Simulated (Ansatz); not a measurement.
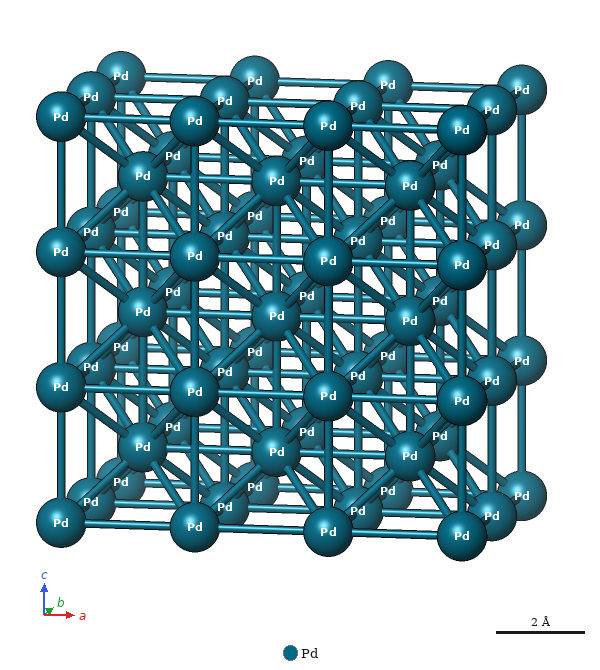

Reference structure: a symmetric starting cell of Pd. The picture is a ball-and-stick view of the conventional cell (2 times the calculation's cell), repeated 3 × 2 × 3 with one cell outlined, seen slightly off an axis. Lengths and directions refer to the drawn axes.

Computed with DFT LDA, scalar-relativistic, plane waves, PAW (Ansatz). (plane-wave cutoff 420 eV; k-point mesh 18 × 18 × 18; occupations gaussian; smearing width 0.1 eV; no spin polarisation)

Now this is done to it. All lengths are scaled by +3.7 % (volume +11.4 %), the atoms keeping their fractional coordinates. No relaxation follows. The starting cell wasn't computed here and needn't be at equilibrium, so pressure and forces aren't due to the change alone.

Input
```yaml
crystal:
  lattice:
    - [-1.6297478706, 1.6297478706, 1.6297478706]
    - [1.6297478706, -1.6297478706, 1.6297478706]
    - [1.6297478706, 1.6297478706, -1.6297478706]
  atoms:
    - { symbol: Pd, position: [0.0, 0.0, 0.0] }
basis:
  ecutwfc: 420
kpoints:
  mp_grid: { grid: [18, 18, 18] }
hamiltonian:
  xc: lda
scf:
  occupations: { method: gaussian, width: 0.1 }
output:
  forces: true
  stress: true
  eigenvalues: true
  write_density: true
  write_potential: true
  elf: true
  volumetric_format: npy
```

Run as
```bash
ansatz run input.yaml --threads 1 --pin off --max-ram 1331MiB --backend cpu --events-out ev --progress --plain --runs-dir out
```

Q: What is the effect?

A: The pressure is −25.5 GPa (not all of it need come from the change, since the unchanged cell can be under pressure at this level too). All forces vanish by symmetry. Some distances before and after: Pd–Pd 3.145 → 3.259 Å, Pd–Pd 2.723 → 2.823 Å. The space group stays Im-3m (No. 229).

The changed structure in the same view:

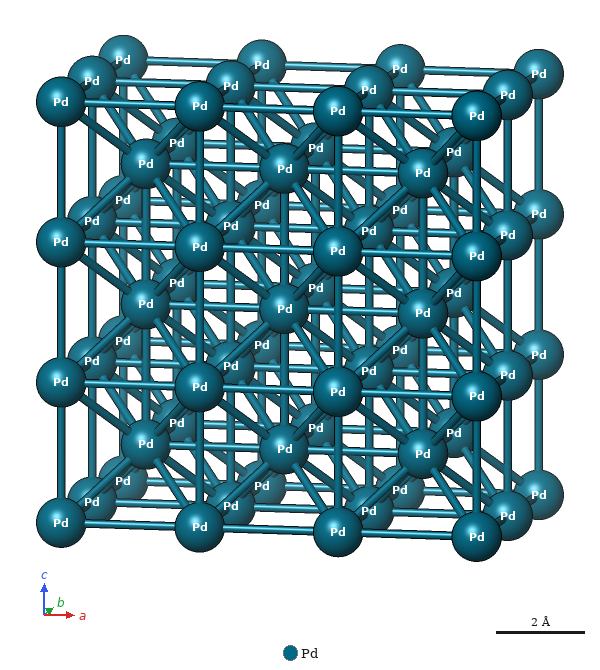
